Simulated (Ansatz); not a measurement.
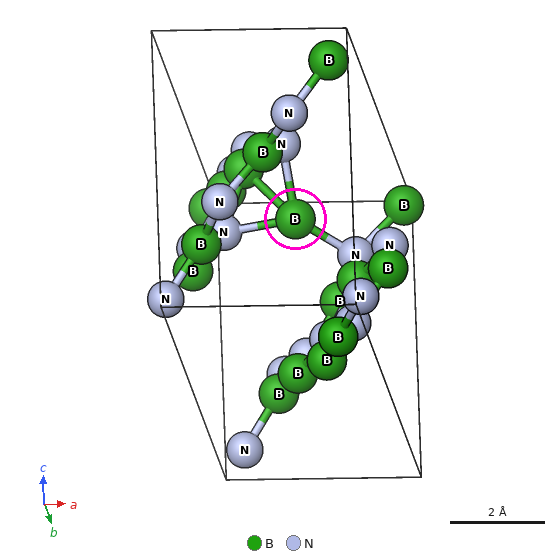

The figure gives a ball-and-stick picture of the atoms, viewed from a general direction. The lines enclose the supercell; boundary atoms appear with their images. The host is BN, in a cell of 24 sites, and the cell carries a charge of +2. A ring marks the defect's site.

### How does this supercell depart from the perfect host?

An interstitial boron atom. It is bonded to three N and one B (about 1.5 to 1.6 Å to N, 1.8 Å to B).

Computed with DFT PBE+D3(BJ), scalar-relativistic, plane waves, PAW in Ansatz. Settings: an energy cutoff of 420 eV, 2×2×2 k-mesh, Gaussian smearing of 0.01 eV, collinear spins.

### Is there a net moment in the defective cell?

Yes, 1.0 μB in the cell.

The atoms were relaxed in the host's cell with DFT PBE+D3(BJ), scalar-relativistic, plane waves, PAW (Ansatz 0.2.0).
